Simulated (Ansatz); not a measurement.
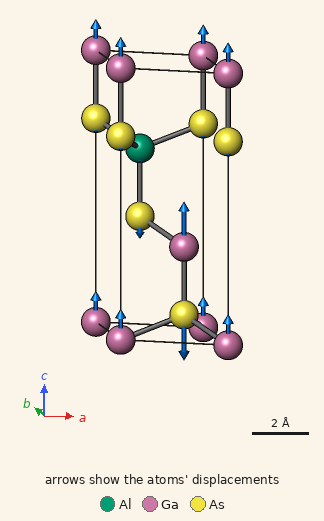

One vibrational mode of a crystal of AlGa2As3 (a generated structure) at the zone centre. Displacements are drawn as blue arrows; their common scale and sign are arbitrary. Style: ball-and-stick. Shown: the cell of the calculation, slightly off an axis.

All numbers below come from Ansatz 0.2.0, DFT PBE, scalar-relativistic, plane waves, PAW. (plane-wave cutoff 420 eV; k-point mesh 12 × 12 × 4; occupations fixed; no spin polarisation)

Frequencies are those without the non-analytic (LO–TO) term.

Question: Describe the mode and give its frequency.

Answer: This is the A₁ mode at 251 cm⁻¹, optical level 8 of 10, counted from below, infrared- and Raman-active by symmetry. The As (1c) and As (1b) and As (1a) and Al sublattices move against the Ga (1c) and Ga (1a) sublattices, along c; it stretches the shortest As–Ga bonds (2.48 Å); the kinetic energy is shared as Ga 52 %, As 48 %. Its infrared intensity is 5 (D/Å)²/amu.
